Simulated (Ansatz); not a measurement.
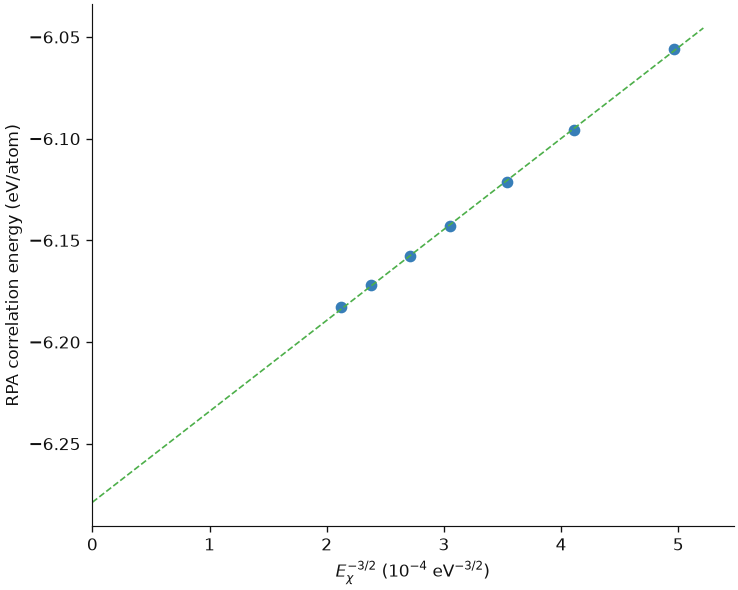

RPA correlation energy at response cutoffs from 159 to 281 eV.
The run: Si (Fd-3m, 2 atoms in the cell), by RPA correlation and exact exchange on PBE orbitals, norm-conserving pseudopotentials (Ansatz); cutoff 490 eV, 258 empty bands, 4×4×4 k-mesh.

**Extrapolate to the basis limit.**

About −6.28 eV per atom by a fit through all points (−6.27 from the last two alone), at the number of bands used. The largest cutoff gives −6.18, so about 96 meV per atom (1.5 %) is still missing. The error falls as the cutoff to the power −3/2, which is why the points lie on a line here.
